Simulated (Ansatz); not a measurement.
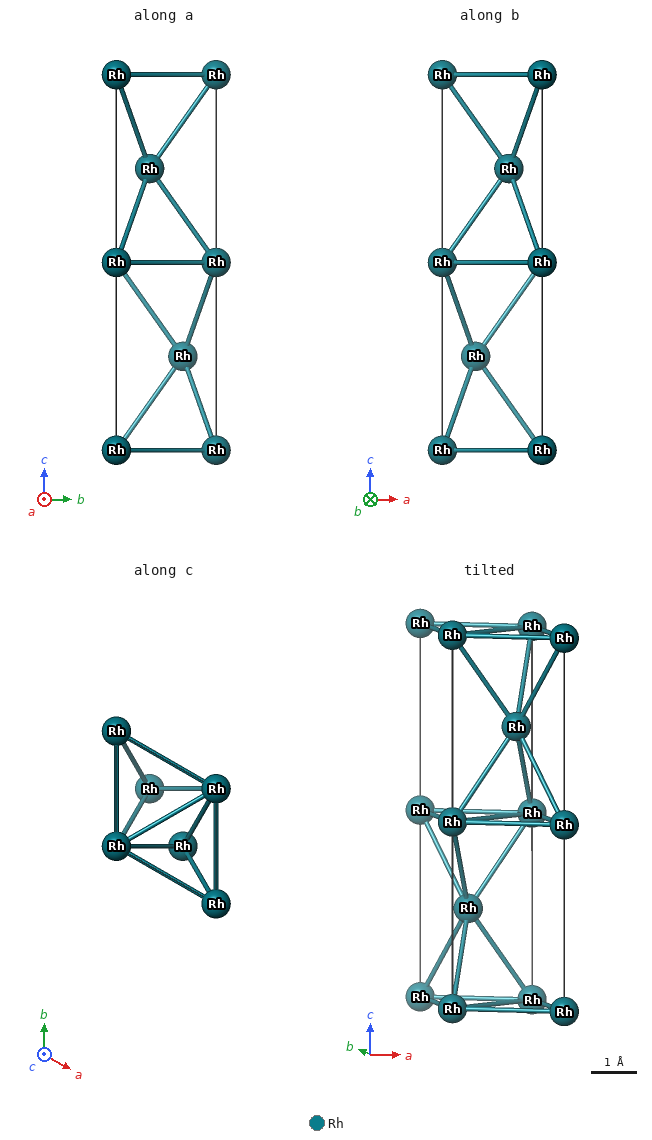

The image is a ball-and-stick drawing of a crystal, viewed along the a axis, along the b axis, along the c axis and slightly off an axis. The conventional unit cell is drawn as a box.

Lattice parameters: a = 2.5781 Å, b = 2.5781 Å, c = 8.4132 Å, α = 90.000°, β = 90.000°, γ = 120.000°.

Express the structure as a CIF with its space group and independent sites.

Answer.
```cif
data_structure
_symmetry_space_group_name_H-M 'P 63/m m c'
_symmetry_Int_Tables_number 194
_cell_length_a 2.5781
_cell_length_b 2.5781
_cell_length_c 8.4132
_cell_angle_alpha 90.000
_cell_angle_beta 90.000
_cell_angle_gamma 120.000
_cell_volume 48.43
loop_
_atom_site_label
_atom_site_type_symbol
_atom_site_symmetry_multiplicity
_atom_site_Wyckoff_symbol
_atom_site_fract_x
_atom_site_fract_y
_atom_site_fract_z
_atom_site_occupancy
Rh1 Rh 2 a 0.0000 0.0000 0.0000 1
Rh2 Rh 2 c 0.3333 0.6667 0.2500 1
```

Origin of the cell: a structure type filled with this element by a generator (whether the element takes this form wasn't checked). Earlier steps of the study may have refined or changed the cell and positions. Ansatz was used for an electronic-structure calculation on it.

At this level of theory the cell isn't at rest (compressed, at 49 GPa), so its distances can differ from those at equilibrium, the more so the softer the solid.
